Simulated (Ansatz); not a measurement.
Here is a crystal structure:

```
Ga
1.0
     4.48252    0.00000    0.00000
     0.00000    7.66820    0.00000
     0.00000    0.00000    4.55839
Ga
8
Direct
  0.50000 0.15532 0.58258
  0.50000 0.84468 0.41742
  0.50000 0.65532 0.91742
  0.50000 0.34468 0.08258
  0.00000 0.65532 0.58258
  0.00000 0.34468 0.41742
  0.00000 0.15532 0.91742
  0.00000 0.84468 0.08258
```

> Summarise the structure in words.

The element is gallium. Space group: Cmce (No. 64). Lattice: base-centred orthorhombic. The cell holds eight atoms. With all contacts inside bonding distance counted, the coordination numbers are Ga 7.

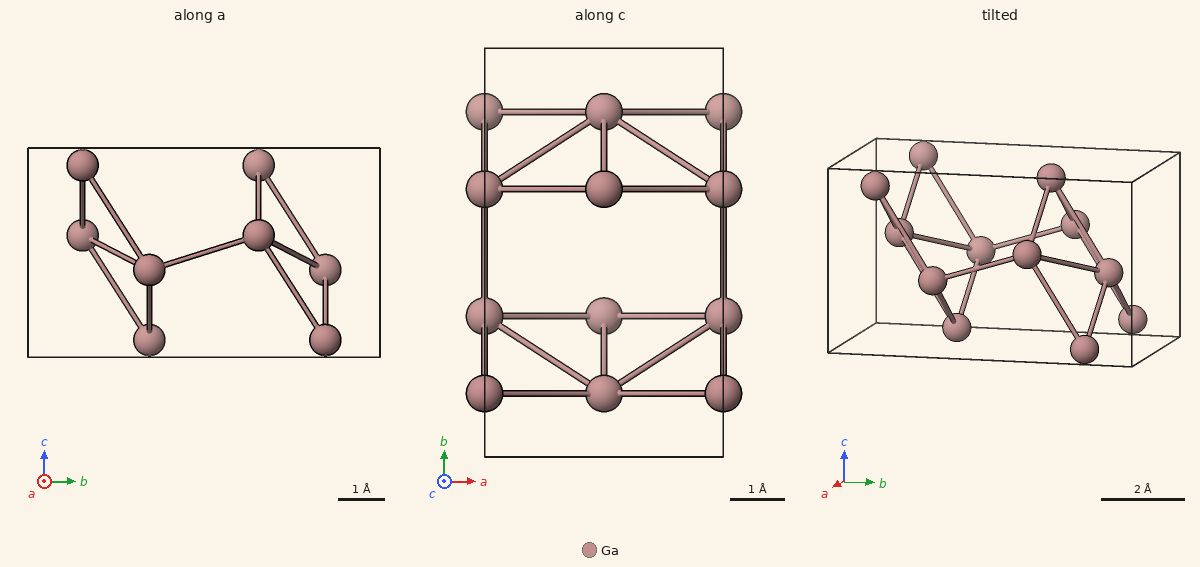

Crystal structure, ball-and-stick style, seen along the a axis, along the c axis and slightly off an axis. The edges of the conventional unit cell are marked.

The structure was taken from a structure type known for this element. The cell was then strained or its atoms displaced on purpose. It was relaxed at fixed volume with Ansatz 0.2.0, DFT HSE06, scalar-relativistic, plane waves, PAW.
